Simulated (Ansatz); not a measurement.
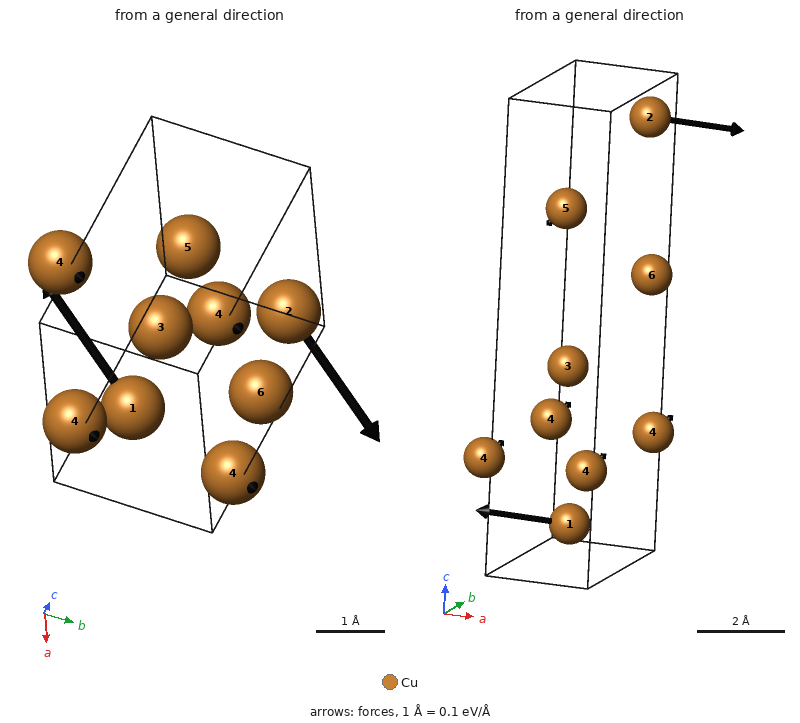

This spheres-only model is shown from two general directions. The outline marks the simulation cell. The arrows are the computed forces on the atoms.

System: Cu. The numbers come from DFT r2SCAN, scalar-relativistic, plane waves, PAW (Ansatz 0.2.0), using a cutoff energy of 500 eV, k-points on a 20×20×4 grid, Gaussian smearing of 0.15 eV, no spin polarisation.

Are the forces small enough to call this converged?

Answer. No. The atoms still feel forces of up to about 0.19 eV/Å, above a usual threshold of 0.01 to 0.03 eV/Å.

Which atom is furthest from force balance?

Answer. Cu1 and Cu2, about 0.19 eV/Å.

The model was built from a structure listed in the Materials Project. The cell was then strained or its atoms displaced on purpose. It was run through Ansatz as a DFT input.
